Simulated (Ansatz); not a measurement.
## What a change does: single-point calculation on Si

System: Si (2 atoms in the cell).
Method of the first run: DFT LDA, scalar-relativistic, plane waves, PAW, no spin polarisation (Ansatz 0.2.0).

The structure derives from a Materials Project entry. Text and figures count atoms from 1; the logs count them from 0 in places.

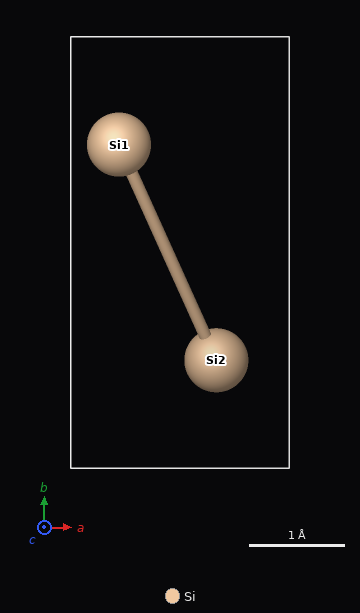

**Figure 1.** The structure (ball-and-stick view of the cell of the calculation, set on other vectors, along the c axis; atoms are numbered from 1 in the order of the input). An atom can appear more than once, as a periodic image. Near neighbours in the periodic cell (some may lie outside the picture): Si has 12 Si at 2.61 to 2.90 Å.

### Input file, the first run
```yaml
crystal:
  lattice:
    - [2.6510666862, 0.0, 0.0]
    - [-1.3255333431, 2.2958910974, 0.0]
    - [0.0, 0.0, 4.5417424135]
  atoms:
    - { symbol: Si, position: [0.2201713365, 0.6666666667, 0.25] }
    - { symbol: Si, position: [0.6666666667, 0.3333333333, 0.75] }
basis:
  ecutwfc: 420
kpoints:
  mp_grid: { grid: [24, 24, 14] }
hamiltonian:
  xc: lda
scf:
  occupations: { method: gaussian, width: 0.15 }
output:
  forces: true
  stress: true
  eigenvalues: true
  write_density: true
  write_potential: true
  elf: true
  volumetric_format: npy
```

Launched with:
```bash
ansatz run input.yaml --threads 2 --pin off --max-ram 5120MiB --backend cpu --events-out ev --progress --plain --runs-dir out
```

Hardware: 2 threads of Intel Xeon @ 2.50GHz (Skylake/Cascade Lake), 32 GiB of memory available, shared host.

### Output, shortened to warnings, some set-up lines, iterations and results (the first run)
```
Basis set: ecut = 420 eV, 549 PW (Γ)
Symmetry: 4 space group operations
k-points: 2320 of 8064
Initial density: superposition of atomic densities (neutral atoms: chi_scale 0, normalization atom), corrected by the library's trained network
[...]
SCF iter   1: F=—  HF=-1216.495552 eV  |F-HF|=—  |Δ(HF+E_count)|=         —  Δρ=4.38e-3  dr2=3.84e-3  ethr=1.77e-3  ⟨swp⟩=5.0  Hψ=139757  notcnv=0
SCF iter   2: F=—  HF=-1216.494558 eV  |F-HF|=—  |Δ(HF+E_count)|=   9.93e-4  Δρ=2.60e-3  dr2=1.43e-3  ethr=4.81e-5  ⟨swp⟩=1.0  Hψ=37142  notcnv=0
SCF iter   3: F=—  HF=-1216.494036 eV  |F-HF|=—  |Δ(HF+E_count)|=   5.23e-4  Δρ=1.06e-4  dr2=1.82e-6  ethr=1.79e-5  ⟨swp⟩=2.0  Hψ=27213  notcnv=0
SCF iter   4: F=—  HF=-1216.494035 eV  |F-HF|=—  |Δ(HF+E_count)|=   9.17e-7  Δρ=1.88e-5  dr2=1.02e-7  ethr=2.28e-8  ⟨swp⟩=2.1  Hψ=27028  notcnv=0
SCF iter   5: F=-1216.494035 eV  HF=-1216.494035 eV  |F-HF|=3.08e-10  |Δ(HF+E_count)|=   3.85e-8  Δρ=2.84e-6  dr2=1.70e-9  ethr=1.27e-9  ⟨swp⟩=2.0  Hψ=26292  notcnv=0
SCF iter   6: F=-1216.494035 eV  HF=-1216.494035 eV  |F-HF|=7.05e-12  |Δ(HF+E_count)|=  1.02e-10  Δρ=2.55e-7  dr2=1.35e-11  ethr=2.13e-11  ⟨swp⟩=4.8  Hψ=92475  notcnv=0
SCF 1 converged in 6 iterations: F = -1216.494035 eV  dr2 = 1.35e-11
SCF converged after 6 iterations
Free energy (F): -1216.494035 eV
Harris-Foulkes:  -1216.494035 eV  (|F-HF|=7.05e-12)
Internal energy: -1216.485987 eV  (E = F + TS)
E sigma→0 (E₀):  -1216.490011 eV
Entropy (-TS):   -0.008048 eV (-4.024 meV/atom)
Fermi energy:    11.118537 eV
--- Per-component energies (eV) ---
  E_band       = 42.281582
  E_kinetic    = 84.559973
  E_local      = 5.459512  (includes V_loc(G=0)·N_el)
  E_nonlocal   = 52.992820
  E_hartree    = 0.894835
  E_xc         = -112.392650
  E_vxc        = -97.803224  (∫ρ·V_xc dr)
  E_paw        = -971.148999  (= ΣΔE_a)
  E_vpaw       = -4.717180  (= ΣTr[D̂ρ^β])
  E_aug_tail   = 0.000012  (compensation charges beyond the density's cutoff)
  E_ewald      = -277.020152
  E_core_change = 0.168661  (= ΣΔE_core)
  E_smearing   = -0.008048  (= −TS)
  E_closure    = 0.000000  (closes the sum)
  Σ components = -1216.494035   (vs F -1216.494035, Δ=0.00e0)
--- Forces (eV/Å), atoms counted from 1 ---
  atom   1  Si    -0.15955848    -0.08173344     0.00000000
  atom   2  Si     0.15955848     0.08173344     0.00000000
  max |Σ_I F_I| component: 0.00e0 eV/Å
--- Stress (GPa, compression-positive) ---
        0.473956      -0.171140       0.000000
       -0.171140       0.224603       0.000000
        0.000000       0.000000       0.623646
  P = ⅓ Tr σ = 0.4407 GPa (4.407 kbar)
```

The input of the second run differs as follows (lines with − go, lines with + come):
```diff
-    - { symbol: Si, position: [0.2201713365, 0.6666666667, 0.25] }
+    - { symbol: Si, position: [0.2201713365, 0.6666666667, 0.1178921116] }
```

What does this change do to the results?

With the same functional and potentials, the second run lies 570.2 meV per atom higher. The pressure goes from 0.44 to 25.40 GPa. The largest force goes from 0.179 to 5.087 eV/Å. The number of SCF iterations is the same. The irreducible k-points go from 2320 to 4036. On the same kind of shared host the second run took about 1.9 times as long.

### Output, shortened to warnings, some set-up lines, iterations and results (the second run)
```
Basis set: ecut = 420 eV, 549 PW (Γ)
Symmetry: 2 space group operations
k-points: 4036 of 8064
Initial density: superposition of atomic densities (neutral atoms: chi_scale 0, normalization atom), corrected by the library's trained network
[...]
SCF iter   1: F=—  HF=-1215.355483 eV  |F-HF|=—  |Δ(HF+E_count)|=         —  Δρ=5.33e-3  dr2=5.81e-3  ethr=1.77e-3  ⟨swp⟩=5.1  Hψ=264288  notcnv=0
SCF iter   2: F=—  HF=-1215.354380 eV  |F-HF|=—  |Δ(HF+E_count)|=   1.10e-3  Δρ=3.15e-3  dr2=2.19e-3  ethr=7.27e-5  ⟨swp⟩=1.0  Hψ=64679  notcnv=0
SCF iter   3: F=—  HF=-1215.353744 eV  |F-HF|=—  |Δ(HF+E_count)|=   6.36e-4  Δρ=4.42e-4  dr2=1.64e-4  ethr=2.74e-5  ⟨swp⟩=2.5  Hψ=47328  notcnv=0
SCF iter   4: F=—  HF=-1215.353701 eV  |F-HF|=—  |Δ(HF+E_count)|=   4.34e-5  Δρ=1.15e-4  dr2=3.90e-6  ethr=2.05e-6  ⟨swp⟩=2.1  Hψ=40338  notcnv=0
SCF iter   5: F=—  HF=-1215.353700 eV  |F-HF|=—  |Δ(HF+E_count)|=   1.31e-6  Δρ=2.87e-5  dr2=5.19e-7  ethr=4.87e-8  ⟨swp⟩=2.4  Hψ=48560  notcnv=0
SCF iter   6: F=-1215.353699 eV  HF=-1215.353699 eV  |F-HF|=2.90e-8  |Δ(HF+E_count)|=   1.35e-7  Δρ=7.76e-6  dr2=3.75e-8  ethr=1.25e-9  ⟨swp⟩=10.2  Hψ=223913  notcnv=0
SCF 1 converged in 6 iterations: F = -1215.353699 eV  dr2 = 3.75e-8
SCF converged after 6 iterations
Free energy (F): -1215.353699 eV
Harris-Foulkes:  -1215.353699 eV  (|F-HF|=2.90e-8)
Internal energy: -1215.344137 eV  (E = F + TS)
E sigma→0 (E₀):  -1215.348918 eV
Entropy (-TS):   -0.009562 eV (-4.781 meV/atom)
Fermi energy:    10.754315 eV
--- Per-component energies (eV) ---
  E_band       = 37.946588
  E_kinetic    = 89.893449
  E_local      = -28.417610  (includes V_loc(G=0)·N_el)
  E_nonlocal   = 55.509231
  E_hartree    = 13.123401
  E_xc         = -114.203814
  E_vxc        = -100.006833  (∫ρ·V_xc dr)
  E_paw        = -971.828992  (= ΣΔE_a)
  E_vpaw       = -5.277342  (= ΣTr[D̂ρ^β])
  E_aug_tail   = 0.000012  (compensation charges beyond the density's cutoff)
  E_ewald      = -259.588477
  E_core_change = 0.168661  (= ΣΔE_core)
  E_smearing   = -0.009562  (= −TS)
  E_closure    = 0.000000  (closes the sum)
  Σ components = -1215.353699   (vs F -1215.353699, Δ=0.00e0)
--- Forces (eV/Å), atoms counted from 1 ---
  atom   1  Si     1.02427879     0.44670105     4.96270197
  atom   2  Si    -1.02427879    -0.44670105    -4.96270197
  max |Σ_I F_I| component: 0.00e0 eV/Å
--- Stress (GPa, compression-positive) ---
       18.577883       6.648594      11.808516
        6.648594      19.427931       5.194671
       11.808516       5.194672      38.206520
  P = ⅓ Tr σ = 25.4041 GPa (254.041 kbar)
```

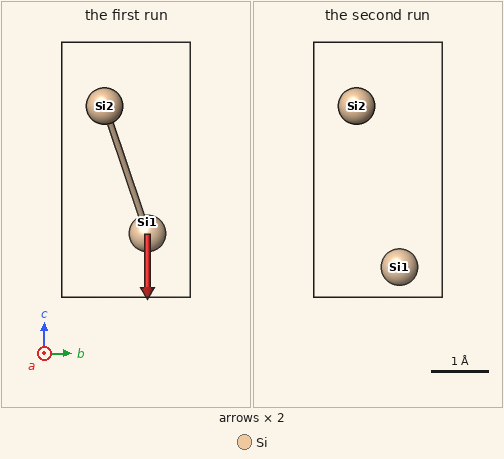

**Figure 2.** The two input geometries at one scale (ball-and-stick view of the cell of the calculation, along the a axis). The red arrows on the first give the shifts of the atoms relative to the cell, magnified 2 times. The largest move is that of Si1, 0.60 Å. The cell doesn't change. Among the contacts that change: Si1–Si2 2.607 → 3.143 Å.

### The two runs side by side

```tsv
quantity	the first run	the second run
outcome	converged	converged
free energy per atom (eV)	−608.2470	−607.6768
energy per atom, smearing taken to zero (eV)	−608.2450	−607.6745
gap on the mesh (eV)	0.00	0.00
pressure (GPa)	0.44	25.40
largest force (eV/Å)	0.179	5.087
SCF iterations	6	6
irreducible k-points	2320	4036
plane waves at Γ	549	549
wall time (shared host)	20 s	39 s
```
